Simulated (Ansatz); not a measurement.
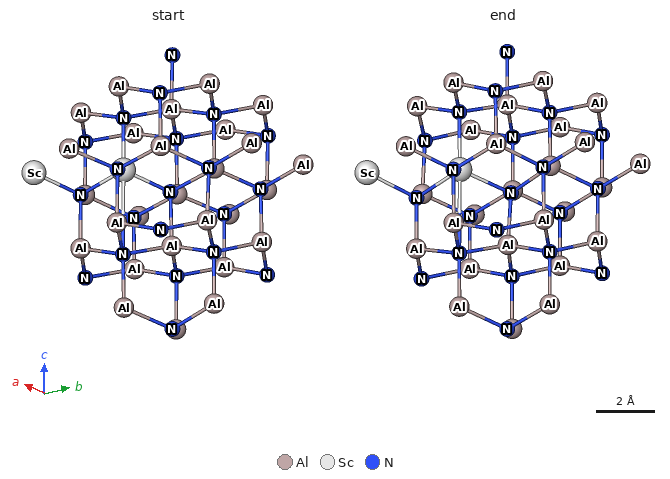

The structure of crystalline Al₄₅Sc₃N₄₈ (a generated structure, set up in P1) before (left) and after (right) a relaxation, at one scale.

The picture is a ball-and-stick view of the atoms within 5.0 Å of the atom that moves most (axes of the cell of the calculation (origin shifted)), seen from a free direction.

All numbers below come from Ansatz 0.2.0, DFT, PBEsol, PAW, plane waves. Settings: plane-wave cutoff 420 eV; k-point mesh 1 × 1 × 1; mesh shifted by (0.5, 0.5, 0.5); no spin polarisation; cell relaxed at fixed alpha, beta, gamma; force threshold 0.03 eV/Å; at most 80 steps.

Describe what moved and what it gained.

The energy falls by 4.420 eV per cell of the calculation in 7 geometry steps. Largest force component: 4.5 eV/Å at the start, 0.0029 eV/Å at the end. The pressure goes from 1.97 to 0.01 GPa. The largest move relative to the cell is that of an N atom, 0.20 Å roughly along [−2 1 −1]. By element the largest moves are N 0.20 Å, Al 0.14 Å, Sc 0.12 Å. Cell: a 9.445 → 9.374 Å (−0.8 %), b 10.907 → 10.902 Å (0.0 %), c 9.903 → 10.024 Å (+1.2 %). Volume +0.4 %. Some distances before and after: N–Sc 1.878 → 2.074 Å, N–Sc 1.856 → 2.034 Å, N–Sc 1.888 → 2.013 Å, Sc–Sc 3.102 → 3.226 Å. Among the angles between lasting bonds that change: N–Al–N 113.7° → 105.4°, Al–N–Al 103.7° → 111.4°, Al–N–Al 105.0° → 111.5°. The space group stays P1 (No. 1).
